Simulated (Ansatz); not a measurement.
```
Al N
1.0
     0.00000   -2.18488    2.18488
    -2.18488    2.18488    0.00000
    -4.54454   -4.54454   -4.54454
Al N
3 3
Cartesian
  -4.5387 -4.5387 -4.5387
  -4.4804 -2.2955 -2.2956
  -2.2373 -2.2373 -0.0524
  -3.4143 -3.4143 -3.4143
  -3.3560 -1.1711 -1.1712
  -1.1128 -1.1129 1.0720
```

Space group R3m; started from the zincblende prototype, which need not be the ambient phase; changed on purpose from its base cell (shear 111 strain +4.0%); computed pressure about −8 GPa in this cell.

Level of theory: DFT, HSE06, plane waves, PAW in Ansatz.

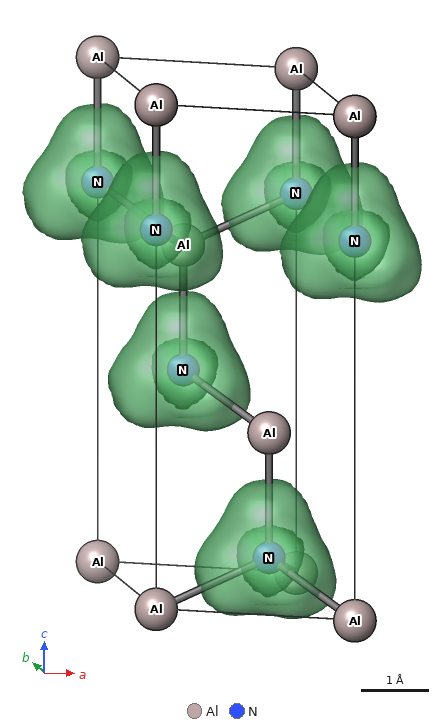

AlN. Isosurface of the electron localisation function at 0.75 (green), seen slightly off an axis. Core shells and regions of very low density are left out. Sticks mark near contacts.

In a PAW calculation such maps are meaningful between the atoms, not at the nuclei.

**Where are the electrons localised?**

The surface consists of three regions on N in which the atom's valence shell and bonds are merged, counted in one cell of 6 atoms. Regions shared between cells count once. Along the contacts the grid gives the following. Al–N (1.91 Å): the ELF peaks at about 0.90 between the atoms; a shared but strongly polarised pair.

**Does the calculation give a band gap?**

It is gapped, with a Kohn–Sham gap of 4.4 eV on the k-point mesh, an upper bound to the gap of this method.
